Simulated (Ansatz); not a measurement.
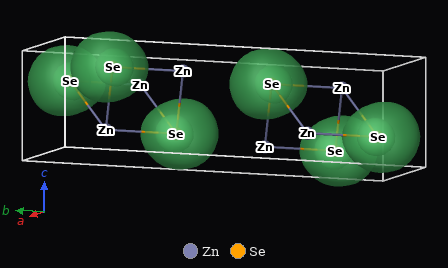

*ZnSe. Isosurface of the electron localisation function at 0.7 (green), seen at an oblique angle. Core shells and regions of very low density are left out. Sticks mark near contacts.*

Space group Cmcm; a structure from a database of computed crystals, not necessarily the ambient phase; started from the TlCl-63 prototype, which need not be the ambient phase.

Theory: Ansatz 0.2.0, DFT, r2SCAN+rVV10, plane waves, PAW.

In a PAW calculation such maps are meaningful between the atoms, not at the nuclei.

Input

```
crystal:
  lattice:
    - [1.8053209855, -6.5492461148, 0.0]
    - [1.8053209855, 6.5492461148, 0.0]
    - [0.0, 0.0, 3.6054091136]
  atoms:
    - { symbol: Zn, position: [0.3238406156, 0.6761593844, 0.75] }
    - { symbol: Zn, position: [0.6761593844, 0.3238406156, 0.25] }
    - { symbol: Se, position: [0.8674656462, 0.1325343538, 0.25] }
    - { symbol: Se, position: [0.1325343538, 0.8674656462, 0.75] }
kpoints:
  mp_grid: { grid: [6, 6, 6] }
hamiltonian:
  xc: r2scan
  dispersion: rvv10
scf:
  occupations: { method: fermi_dirac, width: 0.03 }
relax:
  f_tol: 0.01
  cell: {}
  max_steps: 120
output:
  write_density: true
  write_potential: true
  elf: true
  volumetric_format: npy
```

Run with:

```sh
ansatz run input.yaml --threads 2 --pin off --max-ram 2211MiB --backend cpu --events-out ev --progress --plain --runs-dir out
```

Below, planes, directions and counts refer to the conventional cell (a = 3.63 Å, b = 12.83 Å, c = 3.64 Å, α = 90.00°, β = 90.00°, γ = 90.00°).

The fields are those of the run's last geometry, not of the input's.

**Describe the localisation domains.**

The surface consists of four regions wrapped around Se (the valence shell of each), counted in one cell of 8 atoms. Regions shared between cells count once. Profiles from the grid: Zn–Se (2.51 Å): the ELF is about 0.60 at the midpoint. Zn–Se (2.62 Å): the ELF is about 0.50 at the midpoint.

**Metal or insulator at this level of theory?**

It is gapped, with a Kohn–Sham gap of 0.34 eV on the k-point mesh, an upper bound to the gap of this method.
